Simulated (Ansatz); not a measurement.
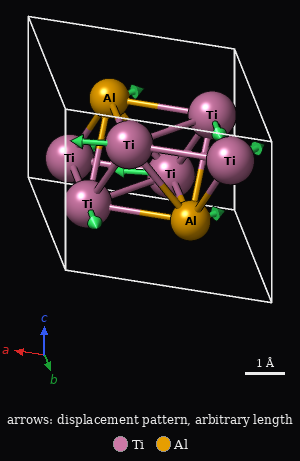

One vibrational mode of solid Ti3Al at the zone centre. The green arrows give the relative displacements of the atoms. A ball-and-stick model of the cell of the calculation, seen from a free direction.

Level of theory: DFT PBEsol, scalar-relativistic, plane waves, PAW in Ansatz. Set-up: plane-wave cutoff 420 eV; k-point mesh 12 × 12 × 10; occupations gaussian; smearing width 0.15 eV; no spin polarisation.

Question: Give the symmetry, activity and frequency of this mode.

Answer: This is the E₁u mode (doubly degenerate; one member of the set is drawn) at 257 cm⁻¹, optical level 7 of 14, counted from below, infrared-active by symmetry. The kinetic energy is shared as Ti 92 %, Al 8 %. The crystal is a metal, so free carriers screen the infrared response.
